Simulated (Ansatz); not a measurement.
# A series of single points on Co

System: Co (Fd-3m, 2 atoms in the cell).
Method: DFT, LDA (PW92), plane waves (420 eV) with PAW, scalar-relativistic, spin-polarised (Ansatz 0.2.0).

The 5 runs differ only in the geometry, by an even scaling of the cell at fixed fractional positions.

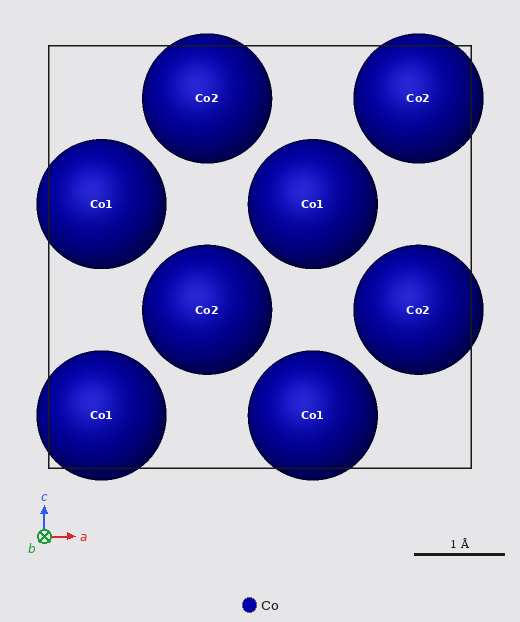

Figure 1. The structure of run 3 (spheres-only view of the cell 4 times as large as that of the calculation, set on its symmetry axes, along the b axis; atoms are numbered from 1 in the order of the input).

### Input of run 3
```yaml
crystal:
  lattice:
    - [0.0, 2.3626096904, 2.3626096904]
    - [2.3626096904, 0.0, 2.3626096904]
    - [2.3626096904, 2.3626096904, 0.0]
  atoms:
    - { symbol: Co, position: [0.125, 0.125, 0.125], spin: 1.7 }
    - { symbol: Co, position: [0.875, 0.875, 0.875], spin: -1.7 }
hamiltonian:
  xc: lda
  pseudopotentials:
    kind: paw
    azcp:
      Co: "pseudopotentials/Co.paw.azcp"
basis:
  ecutwfc: 420
  fft_grid_basis: typed
kpoints:
  mp_grid: { grid: [13, 13, 13], shift: [0, 0, 0] }
magnetization:
  spin_polarized: true
scf:
  occupations: { method: fermi_dirac, width: 0.05 }
  lower_state_search: "off"
output:
  stress: true
  write_density: true
  write_potential: true
  elf: true
  volumetric_format: npy
```

Lattice vectors (Å) and fractional positions of run 3:
```
   0.000000    2.362610    2.362610
   2.362610    0.000000    2.362610
   2.362610    2.362610    0.000000
Co  0.125000  0.125000  0.125000
Co  0.875000  0.875000  0.875000
```

Run 4 differs from it as follows:
```diff
-    - [0.0, 2.3626096904, 2.3626096904]
-    - [2.3626096904, 0.0, 2.3626096904]
-    - [2.3626096904, 2.3626096904, 0.0]
+    - [0.0, 2.4264947146, 2.4264947146]
+    - [2.4264947146, 0.0, 2.4264947146]
+    - [2.4264947146, 2.4264947146, 0.0]
```

### Results, with one run withheld

| run | volume per atom (Å³) | free energy per atom, from the lowest run given (meV) | pressure (GPa) |
| --- | --- | --- | --- |
| 1 | 12.089 | 118.21 | 28.63 |
| 2 | 12.638 | 41.03 | 16.84 |
| 3 | 13.188 | 0.00 | 7.44 |
| 4 | 14.287 | ? | ? |
| 5 | 14.836 | 28.03 | −10.84 |

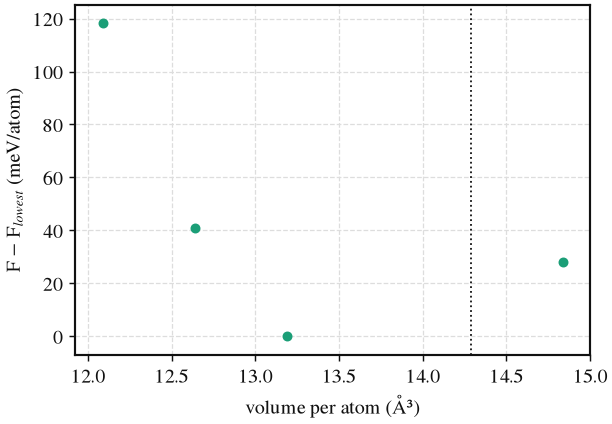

Figure 2. Free energy per atom of the runs given; the dotted line marks run 4.

Fit the runs given and predict run 4.

A quadratic polynomial in V^(−2/3) (the Birch–Murnaghan form), fitted to the 4 runs given, misses them by at most 0.30 meV per atom. With x = V^(−2/3) − 0.17973 Å⁻², it reads F = 3.0167 + 5881.6 x + 5.4278e+05 x² (meV per atom). At run 4 it gives −2.06 meV per atom, and the run itself gives −1.25. The slope of the fit gives a pressure −dF/dV of −6.16 GPa there, and the run prints −6.06 GPa. The two needn't agree exactly: the fit is approximate, and the printed stress is taken on a finite basis. The fit has its minimum at 13.741 Å³ per atom, where V d²F/dV² gives 171 GPa: the bulk modulus at this level, since symmetry fixes the shape and the positions. So low a polynomial doesn't follow these energies more closely.

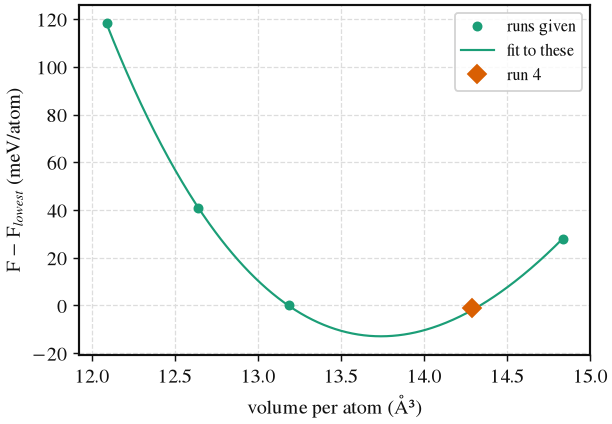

Figure 3. The fit and the withheld run.

### Output, shortened to warnings, some set-up lines, iterations and results (run 4)
```
Warning: [file] the record states the generating functional pbe (its physics header spells it `PBE`), which answers neither for hamiltonian.xc's functional nor for the lda family's — results may be inconsistent (PPs are generated against a specific XC)
WARN: the starting moments were not kept: the SCF closed with an absolute magnetisation of 1.7e-5 μB, where they sum to 3.4 μB in size (2 sites). That is at most 0.1 of that sum. Measured as dr2_m measures the in/out step, that magnetisation stands 3.9e-10 eV from none, at or under the dr2_threshold of 1.0e-7 eV: it is no larger than a step whose dr2_m would equal this threshold. The system may …
Basis set: ecut = 420 eV, 537 PW (Γ)
Symmetry: 24 space group operations
k-points: 84 of 2197 (time reversal used)
Initial density: superposition of atomic densities (chi_scale 0.1, normalization cell)
[...]
SCF iter   1: F=—  HF=-10122.459934 eV  |F-HF|=—  |Δ(HF+E_count)|=         —  Δρ=9.51e-2 (↑9.51e-2 ↓9.51e-2)  dr2=7.45e-1  dr2_m=2.23e0  M=0.000 μB ∫|m|=1.631 μB  β_m=0.30  …
SCF iter   2: F=—  HF=-10122.519325 eV  |F-HF|=—  |Δ(HF+E_count)|=   5.94e-2  Δρ=8.01e-2 (↑8.01e-2 ↓8.01e-2)  dr2=3.88e-1  dr2_m=1.60e0  M=0.000 μB ∫|m|=1.435 μB  β_m=0.30  …
SCF iter   3: F=—  HF=-10122.505194 eV  |F-HF|=—  |Δ(HF+E_count)|=   1.41e-2  Δρ=6.67e-2 (↑6.67e-2 ↓6.67e-2)  dr2=1.01e-1  dr2_m=1.15e0  M=-0.000 μB ∫|m|=1.270 μB  β_m=0.30  …
SCF iter   4: F=—  HF=-10122.533485 eV  |F-HF|=—  |Δ(HF+E_count)|=   2.83e-2  Δρ=5.63e-2 (↑5.63e-2 ↓5.63e-2)  dr2=6.44e-3  dr2_m=8.27e-1  M=0.000 μB ∫|m|=1.125 μB  β_m=0.30  …
SCF iter   5: F=—  HF=-10122.588284 eV  |F-HF|=—  |Δ(HF+E_count)|=   5.48e-2  Δρ=4.89e-2 (↑4.88e-2 ↓4.89e-2)  dr2=2.80e-3  dr2_m=6.23e-1  M=-0.000 μB ∫|m|=0.987 μB  β_m=0.30  …
[... 16 lines ...]
SCF iter  22: F=-10122.745847 eV  HF=-10122.745847 eV  |F-HF|=3.33e-10  |Δ(HF+E_count)|=   2.17e-9  Δρ=3.25e-6 (↑3.15e-6 ↓3.25e-6)  dr2=5.98e-10  dr2_m=2.51e-9  M=-0.001 μB …
SCF iter  23: F=-10122.745847 eV  HF=-10122.745847 eV  |F-HF|=2.87e-9  |Δ(HF+E_count)|=   2.78e-9  Δρ=2.41e-6 (↑2.19e-6 ↓2.41e-6)  dr2=3.11e-9  dr2_m=4.39e-10  M=-0.000 μB …
SCF iter  24: F=-10122.745847 eV  HF=-10122.745847 eV  |F-HF|=5.48e-10  |Δ(HF+E_count)|=  5.80e-10  Δρ=1.18e-6 (↑9.14e-7 ↓1.18e-6)  dr2=5.86e-10  dr2_m=1.13e-10  M=-0.000 μB …
SCF iter  25: F=-10122.745847 eV  HF=-10122.745847 eV  |F-HF|=2.00e-11  |Δ(HF+E_count)|=  1.80e-10  Δρ=2.06e-7 (↑2.06e-7 ↓1.54e-7)  dr2=2.19e-11  dr2_m=1.99e-12  M=-0.000 μB …
SCF 1 converged in 25 iterations: F = -10122.745847 eV  dr2 = 2.19e-11
No search for a lower state was made along the close's negative reading: the deck asks for none (scf.lower_state_search: off) (following: asked_to_warn; scf.lower_state_search in the input reference).
SCF converged after 25 iterations
Magnetization: -0.0000 μB (17.0000 up, 17.0000 down)
Absolute magnetization: 0.0000 μB (∫|ρ↑−ρ↓|, with the PAW one-centre terms)
Spin contamination: 0.0000 ħ² per cell (⟨S²⟩ above its minimum at these occupations)
Per-site moments (μB) at R_I (Å): [(-7.981462358374003e-6, 0.8668300018093117), (-8.49152587439865e-6, 0.8668300018093117)]
Free energy (F): -10122.745847 eV
Harris-Foulkes:  -10122.745847 eV  (|F-HF|=2.00e-11)
Internal energy: -10122.709986 eV  (E = F + TS)
E sigma→0 (E₀):  -10122.727917 eV
Entropy (-TS):   -0.035861 eV (-17.930 meV/atom)
Fermi energy:    12.778084 eV
--- Per-component energies (eV) ---
  E_band       = -686.449813
  E_kinetic    = 914.543773
  E_local      = -7108.401067  (includes V_loc(G=0)·N_el)
  E_nonlocal   = 923.041668
  E_hartree    = 2991.203466
  E_xc         = -313.960358
  E_vxc        = -407.567084  (∫ρ·V_xc dr)
  E_paw        = -2910.729113  (= ΣΔE_a)
  E_vpaw       = -990.474129  (= ΣTr[D̂ρ^β])
  E_aug_tail   = 0.000076  (compensation charges beyond the density's cutoff)
  E_ewald      = -4619.244932
  E_core_change = 0.836501  (= ΣΔE_core)
  E_smearing   = -0.035861  (= −TS)
  E_closure    = -0.000000  (closes the sum)
  Σ components = -10122.745847   (vs F -10122.745847, Δ=0.00e0)
--- Stress (GPa, compression-positive) ---
       -6.058559      -0.000000       0.000000
        0.000000      -6.058559      -0.000000
        0.000000      -0.000000      -6.058559
  P = ⅓ Tr σ = -6.0586 GPa (-60.586 kbar)
```

Warnings of the run: the PAW datasets were made with another functional; some starting moments were not kept.
